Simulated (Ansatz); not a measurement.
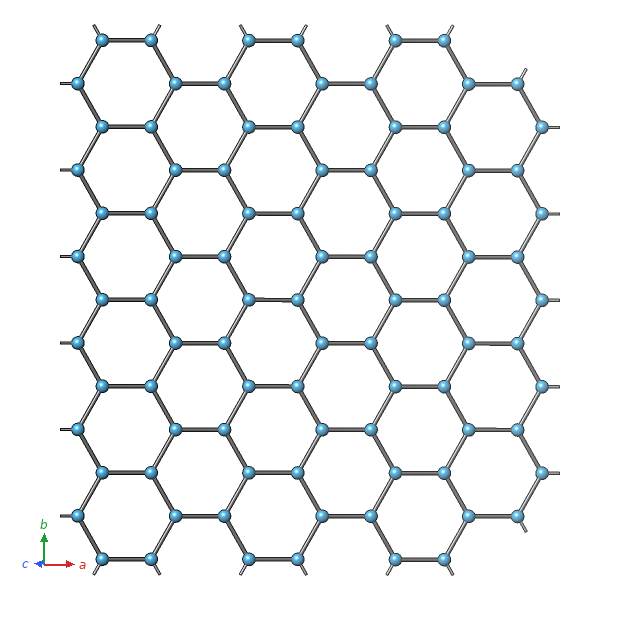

A cut-out of a periodic net derived from a crystal structure. Nodes are coloured by topological kind. One layer is drawn. Edges to nodes outside the piece are drawn as stubs.

Classify the net: periodicity, connectivity, name.

A uninodal 3-connected, two-periodic (layers) net. It is the hcb net, known from graphene.

Give point symbol and coordination sequence.

6^3, sequence 3, 6, 9, 12, 15, 18.

Origin of the net. C: the geometry relaxed with DFT PBE+D3(BJ), scalar-relativistic, plane waves, PAW (Ansatz 0.2.0). Bonds are taken as C–C below 1.6 Å; no other contact counts. The graph is simplified in the usual way: terminal and isolated atoms are pruned, two-connected atoms become edges. C is a 3-connected node.
